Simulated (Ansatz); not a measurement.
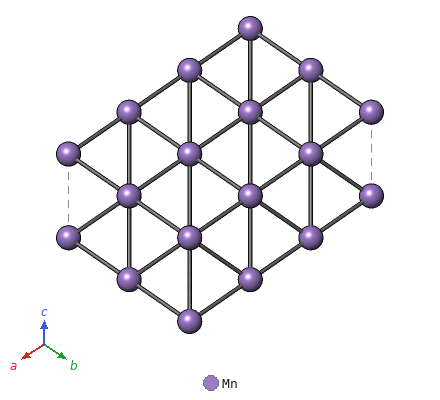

Mn (I4/mmm, No. 139): the input geometry of an electronic-structure calculation (not necessarily at equilibrium); the starting structure was generated, so it need not be a known form of this composition.

```cif
data_structure
_symmetry_space_group_name_H-M 'P 1'
_symmetry_Int_Tables_number 1
_cell_length_a 2.6112
_cell_length_b 2.6112
_cell_length_c 3.5272
_cell_angle_alpha 90.000
_cell_angle_beta 90.000
_cell_angle_gamma 90.000
_cell_volume 24.05
loop_
_atom_site_label
_atom_site_type_symbol
_atom_site_fract_x
_atom_site_fract_y
_atom_site_fract_z
_atom_site_occupancy
Mn1 Mn 0.00000 0.00000 0.00000 1
Mn2 Mn 0.50000 0.50000 0.50000 1
```

**What will an integrated-DPC-like image along [111] show? Simulated as the projected potential of neutral atoms (B = 0.5 Å²) blurred by a 1.23 Å probe, the thin-sample limit of integrated differential phase contrast. Shot noise and the speckle of an amorphous layer were added.**

The columns repeat on a centred rectangular net of 2.55 × 3.69 Å (plane group c2mm). All columns are alike (Mn). The shortest distance between visible columns is 2.24 Å in projection. Along the beam the structure repeats every 2.55 Å.

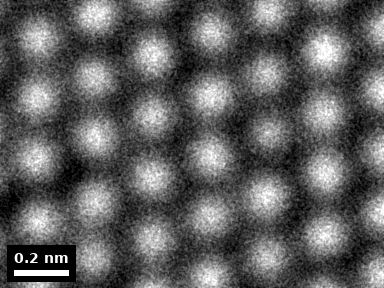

The simulated image.
